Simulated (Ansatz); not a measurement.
```xyz
2
Lattice="3.5555 0.0000 0.0000 0.0000 3.5555 0.0000 0.0000 0.0000 3.5555" Properties=species:S:1:pos:R:3 pbc="T T T"
Li    0.0000    0.0000    0.0000
Li    1.7777    1.7777    1.7777
```

Space group Im-3m.

All numbers below come from Kohn-Sham DFT of a periodic cell, r2SCAN with D4, Ansatz PAW (Ansatz 0.2.0).

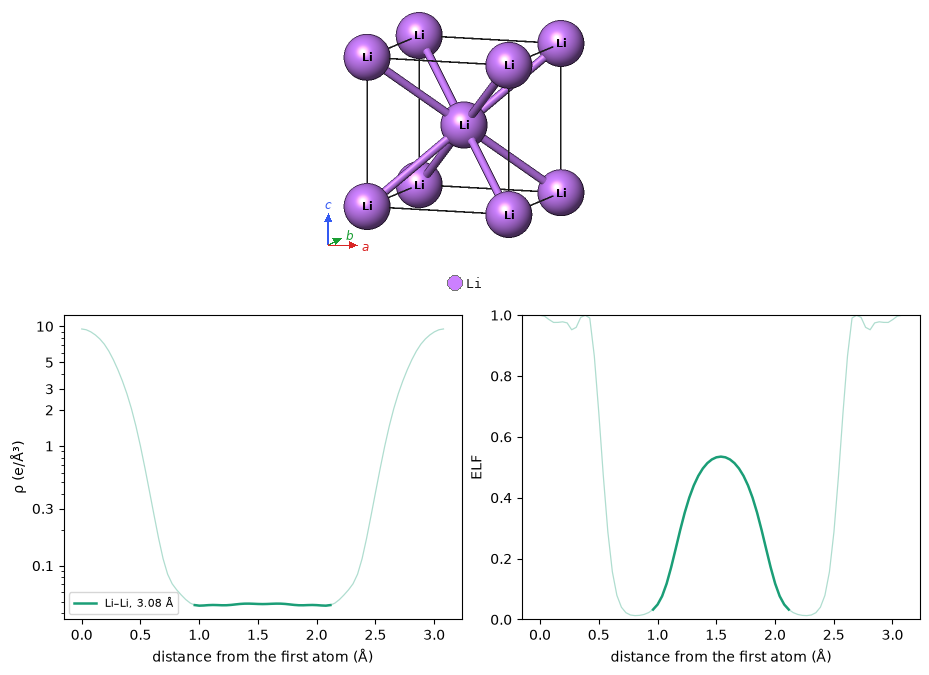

Li. Valence electron density and ELF along straight lines between neighbouring atoms. Thin, pale parts lie inside the atomic spheres. The structure is drawn too.

Core electrons are frozen (PAW), and the valence fields are smoothed inside the atomic spheres.

What can be read from the curves?

Li–Li (3.08 Å): ρ is about 0.05 e/Å³ halfway; the ELF reaches about 0.55 near the midpoint.
